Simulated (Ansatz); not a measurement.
**Ge$_{4}$H (slab): density, localisation and related maps**

```
Ge H
1.0
     4.03036    0.00000    0.00000
     0.00000    4.03036    0.00000
     0.00000    0.00000   21.64166
Ge H
4 1
Cartesian
  0.0000 2.0152 4.0000
  0.0000 0.0000 5.4249
  2.0152 0.0000 6.9180
  2.0152 2.0152 8.3416
  3.5266 2.0152 10.8416
```

A point of a scan over the structure, not its minimum; not relaxed (largest force 1.3 eV/Å); computed without spin polarisation; PAW files of the earlier set (soft_1).

Theory: DFT PBE+D3(BJ), scalar-relativistic, plane waves, PAW (Ansatz 0.2.0).

Core electrons are frozen (PAW), and the valence fields are smoothed inside the atomic spheres.

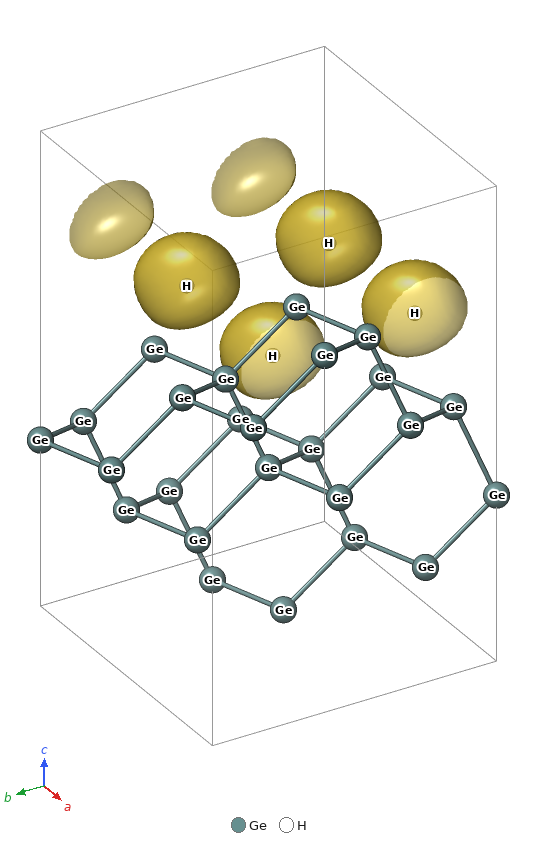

Figure 1. Isosurface of the ELF at 0.9 (yellow), seen at an oblique angle. Core shells and regions of very low density are left out. Sticks mark near contacts.

**Describe the localisation domains.**

The ELF exceeds this value in one region around a hydrogen nucleus, counted in one cell of 5 atoms. Counts are for one cell; the picture repeats the cell along the surface. Profiles from the grid: Ge–Ge (2.47 Å): the ELF peaks at about 0.75 between the atoms. Ge–H (2.92 Å): the ELF climbs to about 1 towards the hydrogen.

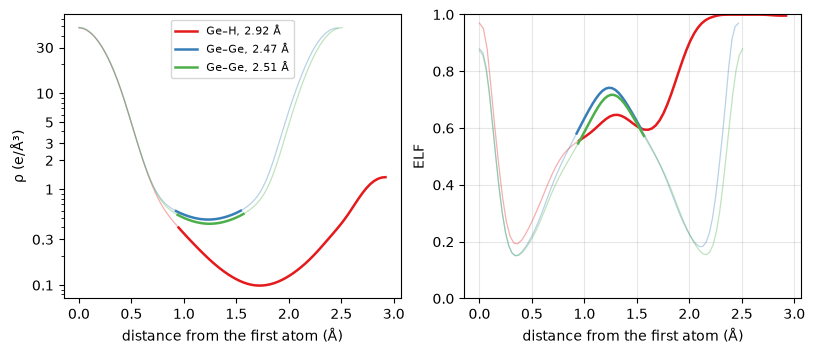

Figure 2. Valence pseudo-density and electron localisation function along straight lines between neighbouring atoms. Thin, pale parts lie inside the atomic spheres.

**Compare the contacts.**

Ge–H (2.92 Å): the density is about 0.12 e/Å³ at the midpoint; the ELF climbs to about 1 towards the hydrogen.
Ge–Ge (2.47 Å): the density is about 0.48 e/Å³ at the midpoint; the ELF peaks at about 0.75 between the atoms.
Ge–Ge (2.51 Å): the density is about 0.44 e/Å³ at the midpoint; the ELF peaks at about 0.70 between the atoms.

**Metal or insulator at this level of theory?**

It is metallic or semimetallic at this level of theory: no gap opens.
